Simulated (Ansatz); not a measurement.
**Al$_{3}$O: geometry relaxation (part 1 of 2)**

Al$_{3}$O (slab, 4 atoms in the cell), computed with DFT PBEsol, scalar-relativistic, plane waves, PAW, no spin polarisation (Ansatz 0.2.0).

The structure derives from an entry of the Crystallography Open Database. The input holds or restrains some coordinates. Figures and captions count atoms from 1; the log counts them from 0 in places.

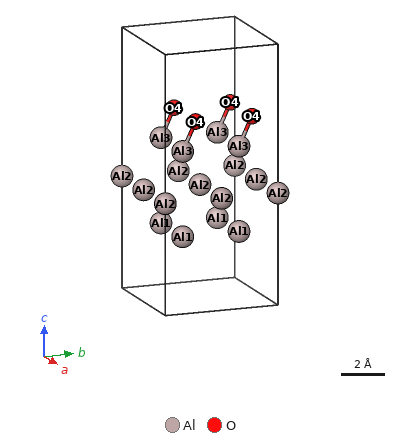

Figure 1. The starting structure (ball-and-stick view of the 2 × 2 repeat of the cell, with the vacuum cut short, seen slightly off an axis; atoms are numbered from 1 in the order of the input).

### The input
```yaml
crystal:
  lattice:
    - [2.8394270062, 0.0, 0.0]
    - [0.0, 2.8394270062, 0.0]
    - [0.0, 0.0, 19.6413451717]
  atoms:
    - { symbol: Al, position: [0.5, 0.5, 0.2036520394] }
    - { symbol: Al, position: [0.0, 0.0, 0.3090064802] }
    - { symbol: Al, position: [0.5, 0.5, 0.4145003868] }
    - { symbol: O, position: [0.6666666667, 0.6666666667, 0.491978128] }
basis:
  ecutwfc: 420
kpoints:
  mp_grid: { grid: [9, 9, 1] }
hamiltonian:
  xc: pbesol
scf:
  occupations: { method: gaussian, width: 0.1 }
output:
  forces: true
  eigenvalues: true
  write_density: true
  write_potential: true
  elf: true
  volumetric_format: npy
relax:
  adjacent_minimum: "off"
  f_tol: 0.025
  max_steps: 16
  constraints: [{ sites: [0, 1, 2] }, { sites: [3], fix: xy }]
efield:
  axis: 3
  dipole_correction: true
  ramp_width: 0.04
```

Run on 1 thread of Intel Xeon (Sapphire Rapids), 64 GiB of memory available, shared host.

Run as:
```bash
ansatz run input.yaml --threads 1 --pin off --max-ram 3072MiB --backend cpu --events-out ev --progress --plain --runs-dir out
```

### What the program printed
```
Engine: ansatz 0.2.0, x86_64-unknown-linux-gnu
Pseudopotentials: kind: paw
Pseudopotential: Al, paw, valence charge 3, recommended cutoff 420 eV (normal), Al.paw.azcp
Pseudopotential: O, paw, valence charge 6, recommended cutoff 420 eV (normal), O.paw.azcp
Functional definition: PBEsol
  exchange = pbesol_x
  correlation = pbesol_c
Crystal: 4 atoms, lattice volume = 158.355 Å³
Basis set: ecut = 420 eV, 3109 PW (Γ), exchange–correlation on 40×40×270 points (8 copies of the dense FFT grid, shifted against one another)
Bands: 12, of which v1, the nominal top of the filled ones, is band 8 counted from 1 (7 counted from 0)
Symmetry: 2 space group operations
Space group: Cm (ITA 8), of the structure as read, at distance tolerance 5.4e-5 Å
k-points: 25 of 81 (time reversal used)
Non-local potential: Al, projectors of the file, l = 0: 2, l = 1: 2, l = 2: 1
Non-local potential: O, projectors of the file, l = 0: 2, l = 1: 2, l = 2: 1
PAW form: soft (Blöchl's): semilocal exchange-correlation on the pseudo side does not see the compensation charge
PAW frozen core: Al, regenerated for the run's functional, and the local potential with it (the file was generated under x = pbe(κ = 0.804, μ = 0.2195149727645171), c = pbe(β = 0.06672455060314922))
PAW frozen core: O, regenerated for the run's functional, and the local potential with it (the file was generated under x = pbe(κ = 0.804, μ = 0.2195149727645171), c = pbe(β = 0.06672455060314922))
PAW one-centre angular grid: Al, 110 points (default); XC on 64 Gauss nodes
PAW one-centre angular grid: O, 110 points (default); XC on 64 Gauss nodes
Initial density: superposition of atomic densities (neutral atoms: chi_scale 0, normalization atom), corrected by the library's trained network
Initial wavefunctions: pseudopotential atomic-orbital guess
Functional: x = pbesol(κ = 0.804, μ = 0.12345679012345678), c = pbesol(β = 0.046)
SCF iter   1: F=—  HF=-2131.776382 eV  |F-HF|=—  |Δ(HF+E_count)|=         —  Δρ=1.56e-2  dr2=1.27e0  ethr=1.77e-3  p=-0.237 e·Å  D=-2.70e-1 V/Å  ΔV_dip=5.31 eV  dr2_dipole=4.72e-1  V_vac-E_F(+/−)=9.15/3.85 eV  ⟨swp⟩=9.2  Hψ=2772  notcnv=0
efield: sawtooth ramp at fractional position 0.8278 (placed from the atoms, in the widest stretch of the axis that holds none; the zero of the levels goes with the place), width 0.0400; the density the first Hamiltonian is built on has a dipole p = -0.237 e·Å; the dipole correction subtracts the counter field D = -2.70e-1 V/Å, which shifts the + side's vacuum level by +5.31 eV against the − side's; the planar-averaged density in the ramp window peaks in size at 1.1e-4 e/Å³
preconditioner: auto → LDOS  [metal: Δε(μ)=0.057 eV  Ē_g=5.948 eV  σ=0.100 eV  W_gap=0.31  n_scr=10 (ndim 8)  ℏωp=10.6 eV  f_vac=0.521  D(μ)=1.44/eV (n_scr^D=8)  β→1.0]
SCF iter   2: F=—  HF=-2131.770466 eV  |F-HF|=—  |Δ(HF+E_count)|=   5.92e-3  Δρ=1.43e-2  dr2=1.51e0  ethr=1.77e-3  p=-0.200 e·Å  D=-2.28e-1 V/Å  ΔV_dip=4.48 eV  dr2_dipole=7.18e-1  V_vac-E_F(+/−)=9.41/4.93 eV  ⟨swp⟩=2.7  Hψ=755  notcnv=0  defer=4
SCF iter   3: F=—  HF=-2131.726598 eV  |F-HF|=—  |Δ(HF+E_count)|=   4.39e-2  Δρ=1.81e-3  dr2=1.59e-2  ethr=1.77e-3  p=-0.224 e·Å  D=-2.55e-1 V/Å  ΔV_dip=5.02 eV  dr2_dipole=8.78e-3  V_vac-E_F(+/−)=9.46/4.44 eV  ⟨swp⟩=2.0  Hψ=352  notcnv=0  defer=4
SCF iter   4: F=—  HF=-2131.728166 eV  |F-HF|=—  |Δ(HF+E_count)|=   1.57e-3  Δρ=7.68e-4  dr2=1.49e-3  ethr=1.06e-4  p=-0.233 e·Å  D=-2.66e-1 V/Å  ΔV_dip=5.23 eV  dr2_dipole=5.59e-5  V_vac-E_F(+/−)=9.54/4.31 eV  ⟨swp⟩=2.3  Hψ=478  notcnv=0  defer=4
SCF iter   5: F=—  HF=-2131.727992 eV  |F-HF|=—  |Δ(HF+E_count)|=   1.73e-4  Δρ=2.58e-4  dr2=1.01e-4  ethr=9.92e-6  p=-0.232 e·Å  D=-2.65e-1 V/Å  ΔV_dip=5.20 eV  dr2_dipole=6.13e-8  V_vac-E_F(+/−)=9.54/4.34 eV  ⟨swp⟩=2.4  Hψ=452  notcnv=0  defer=4
SCF iter   6: F=-2131.727998 eV  HF=-2131.728009 eV  |F-HF|=1.03e-5  |Δ(HF+E_count)|=   1.67e-5  Δρ=7.10e-5  dr2=1.28e-5  ethr=1.04e-7  p=-0.231 e·Å  D=-2.64e-1 V/Å  ΔV_dip=5.19 eV  dr2_dipole=3.13e-6  V_vac-E_F(+/−)=9.54/4.35 eV  ⟨swp⟩=16.6  Hψ=3676  notcnv=0
SCF 1 converged in 6 iterations: F = -2131.727998 eV  dr2 = 1.28e-5
  greatest PAW one-centre occupation: 0.884 electrons in one spin orbital (limit 2), on the O atom at site 3 (counted from 0), in its partial waves of l = 0
relax step   1: F+E_penalty+E_count = -2131.72799847 eV  Δ(F+E_penalty+E_count) = +0.000e0 eV  max|allowed force component| = 6.228e-1 eV/Å  Δτ_max = 0.0000 Å  (6 SCF iters, dr2 threshold 1.56e-5 eV, accepted)
Initial density: handed on by an earlier stage of this run
Initial wavefunctions: those handed on with the density
iter 1 solved again at ethr=2.98e-4 eV; its pass at ethr=3.10e-3 eV (dr2=4.47e-2 eV) is discarded
SCF iter   1: F=—  HF=-2131.734531 eV  |F-HF|=—  |Δ(HF+E_count)|=         —  Δρ=2.70e-3  dr2=4.42e-2  ethr=2.98e-4  p=-0.231 e·Å  D=-2.64e-1 V/Å  ΔV_dip=5.19 eV  dr2_dipole=1.62e-2  V_vac-E_F(+/−)=9.58/4.39 eV  ⟨swp⟩=1.0  Hψ=1200  notcnv=0  defer=3
efield: sawtooth ramp at fractional position 0.8278 (handed on by an earlier solve), width 0.0400; the density the first Hamiltonian is built on has a dipole p = -0.231 e·Å; the dipole correction subtracts the counter field D = -2.64e-1 V/Å, which shifts the + side's vacuum level by +5.19 eV against the − side's; the planar-averaged density in the ramp window peaks in size at 3.1e-6 e/Å³
preconditioner: auto → LDOS  [metal: Δε(μ)=0.058 eV  Ē_g=6.053 eV  σ=0.100 eV  W_gap=0.31  n_scr=10 (ndim 8)  ℏωp=10.6 eV  f_vac=0.519  D(μ)=2.75/eV (n_scr^D=10)  β→1.0]
SCF iter   2: F=—  HF=-2131.732870 eV  |F-HF|=—  |Δ(HF+E_count)|=   1.66e-3  Δρ=6.52e-4  dr2=9.91e-4  ethr=2.95e-4  p=-0.233 e·Å  D=-2.66e-1 V/Å  ΔV_dip=5.22 eV  dr2_dipole=2.18e-4  V_vac-E_F(+/−)=9.56/4.34 eV  ⟨swp⟩=1.2  Hψ=301  notcnv=0  defer=3
SCF iter   3: F=—  HF=-2131.733213 eV  |F-HF|=—  |Δ(HF+E_count)|=   3.43e-4  Δρ=1.76e-4  dr2=1.09e-4  ethr=6.60e-6  p=-0.232 e·Å  D=-2.65e-1 V/Å  ΔV_dip=5.21 eV  dr2_dipole=1.65e-5  V_vac-E_F(+/−)=9.56/4.35 eV  ⟨swp⟩=2.2  Hψ=447  notcnv=0  defer=3
SCF iter   4: F=-2131.733211 eV  HF=-2131.733220 eV  |F-HF|=9.06e-6  |Δ(HF+E_count)|=   7.49e-6  Δρ=6.38e-5  dr2=1.24e-5  ethr=1.62e-7  p=-0.232 e·Å  D=-2.65e-1 V/Å  ΔV_dip=5.20 eV  dr2_dipole=2.19e-6  V_vac-E_F(+/−)=9.56/4.35 eV  ⟨swp⟩=16.0  Hψ=3371  notcnv=0
SCF 2 converged in 4 iterations: F = -2131.733211 eV  dr2 = 1.24e-5
relax step   2: F+E_penalty+E_count = -2131.73321136 eV  Δ(F+E_penalty+E_count) = -5.213e-3 eV  max|allowed force component| = 3.748e-1 eV/Å  Δτ_max = 0.0105 Å  (4 SCF iters, dr2 threshold 2.42e-5 eV, accepted)
iter 1 solved again at ethr=7.33e-4 eV; its pass at ethr=3.10e-3 eV (dr2=1.10e-1 eV) is discarded
SCF iter   1: F=—  HF=-2131.739232 eV  |F-HF|=—  |Δ(HF+E_count)|=         —  Δρ=4.22e-3  dr2=1.09e-1  ethr=7.33e-4  p=-0.232 e·Å  D=-2.65e-1 V/Å  ΔV_dip=5.20 eV  dr2_dipole=3.92e-2  V_vac-E_F(+/−)=9.62/4.41 eV  ⟨swp⟩=1.0  Hψ=1203  notcnv=0  defer=5
efield: sawtooth ramp at fractional position 0.8278 (handed on by an earlier solve), width 0.0400; the density the first Hamiltonian is built on has a dipole p = -0.232 e·Å; the dipole correction subtracts the counter field D = -2.65e-1 V/Å, which shifts the + side's vacuum level by +5.20 eV against the − side's; the planar-averaged density in the ramp window peaks in size at 3.3e-6 e/Å³
preconditioner: auto → LDOS  [metal: Δε(μ)=0.032 eV  Ē_g=6.072 eV  σ=0.100 eV  W_gap=0.18  n_scr=10 (ndim 8)  ℏωp=10.6 eV  f_vac=0.520  D(μ)=2.94/eV (n_scr^D=10)  β→1.0]
SCF iter   2: F=—  HF=-2131.735242 eV  |F-HF|=—  |Δ(HF+E_count)|=   3.99e-3  Δρ=8.93e-4  dr2=1.35e-3  ethr=7.26e-4  p=-0.233 e·Å  D=-2.67e-1 V/Å  ΔV_dip=5.24 eV  dr2_dipole=1.81e-4  V_vac-E_F(+/−)=9.58/4.35 eV  ⟨swp⟩=1.2  Hψ=301  notcnv=0  defer=5
SCF iter   3: F=—  HF=-2131.735941 eV  |F-HF|=—  |Δ(HF+E_count)|=   6.99e-4  Δρ=3.22e-4  dr2=3.89e-4  ethr=8.98e-6  p=-0.233 e·Å  D=-2.66e-1 V/Å  ΔV_dip=5.22 eV  dr2_dipole=7.25e-5  V_vac-E_F(+/−)=9.58/4.36 eV  ⟨swp⟩=2.6  Hψ=535  notcnv=0  defer=5
SCF iter   4: F=—  HF=-2131.735956 eV  |F-HF|=—  |Δ(HF+E_count)|=   1.48e-5  Δρ=1.24e-4  dr2=5.57e-5  ethr=2.60e-6  p=-0.232 e·Å  D=-2.66e-1 V/Å  ΔV_dip=5.22 eV  dr2_dipole=1.18e-5  V_vac-E_F(+/−)=9.58/4.36 eV  ⟨swp⟩=1.0  Hψ=295  notcnv=0  defer=5
iter 5 did not close the SCF: its close was put off until two iterations running show no level that it waits for move by more than its bar (scf_convergence_deferred on its scf_iter line)
SCF iter   5: F=-2131.735961 eV  HF=-2131.735960 eV  |F-HF|=5.04e-7  |Δ(HF+E_count)|=   4.40e-6  Δρ=1.67e-5  dr2=5.50e-7  ethr=5.85e-8  p=-0.232 e·Å  D=-2.65e-1 V/Å  ΔV_dip=5.21 eV  dr2_dipole=1.02e-7  V_vac-E_F(+/−)=9.57/4.36 eV  ⟨swp⟩=17.8  Hψ=3288  notcnv=0
SCF iter   6: F=-2131.735961 eV  HF=-2131.735961 eV  |F-HF|=8.27e-8  |Δ(HF+E_count)|=   8.41e-7  Δρ=2.84e-6  dr2=1.45e-8  ethr=3.67e-9  p=-0.232 e·Å  D=-2.65e-1 V/Å  ΔV_dip=5.21 eV  dr2_dipole=6.48e-10  V_vac-E_F(+/−)=9.57/4.36 eV  ⟨swp⟩=10.4  Hψ=2468  notcnv=0
SCF 3 converged in 6 iterations: F = -2131.735961 eV  dr2 = 1.45e-8
relax step   3: F+E_penalty+E_count = -2131.73596134 eV  Δ(F+E_penalty+E_count) = -2.750e-3 eV  max|allowed force component| = 2.487e-2 eV/Å  Δτ_max = 0.0157 Å  (6 SCF iters, dr2 threshold 8.78e-6 eV, accepted)
iter 1 solved again at ethr=9.95e-11 eV; its pass at ethr=3.10e-3 eV (dr2=1.49e-8 eV) is discarded
SCF iter   1: F=—  HF=-2131.735882 eV  |F-HF|=—  |Δ(HF+E_count)|=         —  Δρ=3.24e-6  dr2=1.50e-8  ethr=9.95e-11  p=-0.232 e·Å  D=-2.65e-1 V/Å  ΔV_dip=5.21 eV  dr2_dipole=9.69e-10  V_vac-E_F(+/−)=9.57/4.36 eV  ⟨swp⟩=2.3  Hψ=1319  notcnv=0
efield: sawtooth ramp at fractional position 0.8278 (handed on by an earlier solve), width 0.0400; the density the first Hamiltonian is built on has a dipole p = -0.232 e·Å; the dipole correction subtracts the counter field D = -2.65e-1 V/Å, which shifts the + side's vacuum level by +5.21 eV against the − side's; the planar-averaged density in the ramp window peaks in size at 2.7e-6 e/Å³
preconditioner: auto → LDOS  [metal: Δε(μ)=0.075 eV  Ē_g=6.050 eV  σ=0.100 eV  W_gap=0.39  n_scr=10 (ndim 8)  ℏωp=10.6 eV  f_vac=0.520  D(μ)=2.60/eV (n_scr^D=10)  β→1.0]
SCF iter   2: F=-2131.735961 eV  HF=-2131.735961 eV  |F-HF|=7.69e-9  |Δ(HF+E_count)|=   7.88e-5  Δρ=2.60e-6  dr2=2.02e-8  ethr=9.95e-11  p=-0.232 e·Å  D=-2.65e-1 V/Å  ΔV_dip=5.21 eV  dr2_dipole=3.38e-9  V_vac-E_F(+/−)=9.57/4.36 eV  ⟨swp⟩=12.5  Hψ=2661  notcnv=0
SCF 4 converged in 2 iterations: F = -2131.735961 eV  dr2 = 2.02e-8
relax step   4: F+E_penalty+E_count = -2131.73596133 eV  Δ(F+E_penalty+E_count) = +1.057e-8 eV  max|allowed force component| = 2.471e-2 eV/Å  Δτ_max = 0.0000 Å  (2 SCF iters, accepted)
```

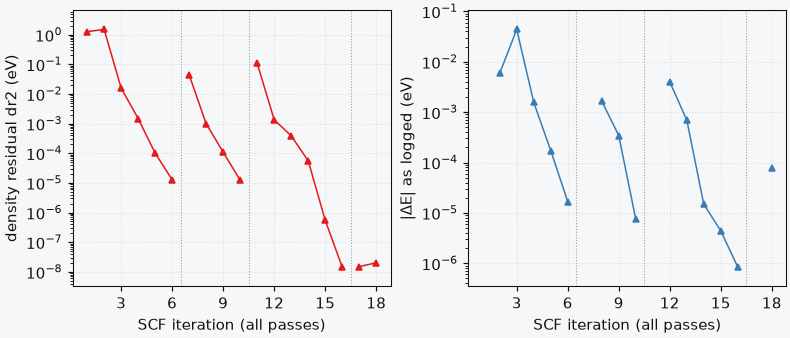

Figure 2. Convergence of the self-consistent field: density residual dr2 and size of the energy change against the SCF iteration. The dotted lines part the SCF passes of the relaxation: geometry steps, rejected trials and re-solves on a re-selected basis. The passes take 6, 4, 6 and 2 iterations.
